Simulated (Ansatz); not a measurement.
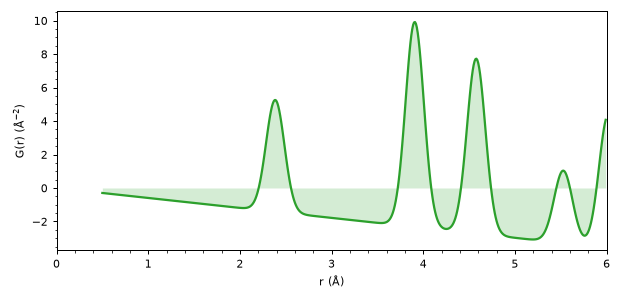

Simulated X-ray pair distribution function, G(r) = R(r)/r − 4πρ₀r, summed over the atomic distances of the structure with each pair weighted by the product of the atomic numbers (X-ray weights at Q = 0); every distance is a Gaussian of σ = 0.10 Å.

Candidate structures:

A. 
```cif
data_structure
_symmetry_space_group_name_H-M 'P6/mmm'
_symmetry_Int_Tables_number 191
_cell_length_a 4.4521
_cell_length_b 4.4521
_cell_length_c 2.7548
_cell_angle_alpha 90.000
_cell_angle_beta 90.000
_cell_angle_gamma 120.000
_cell_volume 47.29
loop_
_atom_site_label
_atom_site_type_symbol
_atom_site_symmetry_multiplicity
_atom_site_Wyckoff_symbol
_atom_site_fract_x
_atom_site_fract_y
_atom_site_fract_z
_atom_site_occupancy
Ir1 Ir 1 a 0.00000 0.00000 0.00000 1
Ir2 Ir 2 d 0.33333 0.66667 0.50000 1
```

B. 
```
CELL_PARAMETERS angstrom
5.52714 0.00000 0.00000
0.00000 5.52714 0.00000
0.00000 0.00000 5.52714
ATOMIC_POSITIONS crystal
Ir 0.75000 0.75000 0.75000
Ir 0.00000 0.50000 0.00000
Ir 0.75000 0.25000 0.25000
Ir 0.00000 0.00000 0.50000
Ir 0.25000 0.75000 0.25000
Ir 0.50000 0.50000 0.50000
Ir 0.25000 0.25000 0.75000
Ir 0.50000 0.00000 0.00000
```

C. 
```
Ir
1.0
     3.09336    0.00000    0.00000
     0.00000    3.09336    0.00000
     0.00000    0.00000    3.09336
Ir
2
Direct
  0.00000 0.00000 0.00000
  0.50000 0.50000 0.50000
```

Origins: A, the geometry relaxed with DFT, BLYP, plane waves (420 eV) with PAW, scalar-relativistic in Ansatz; the starting structure was generated, so it need not be a known form of this composition; B, coordinates from a relaxation with DFT, r2SCAN, plane waves (500 eV) with PAW, scalar-relativistic (Ansatz 0.2.0); the starting structure was generated, so it need not be a known form of this composition; C, the input geometry of an electronic-structure calculation (not necessarily at equilibrium); the starting structure was generated, so it need not be a known form of this composition.

> Which candidate gives this PDF?

Candidate B, Ir, Fd-3m (first clear peaks at 2.39 Å (Ir–Ir) and 3.91 Å (Ir–Ir)). The others: A would give first clear peaks at 2.90 Å (Ir–Ir) and 3.77 Å (Ir–Ir); C would give first clear peaks at 2.68 Å (Ir–Ir) and 3.09 Å (Ir–Ir).
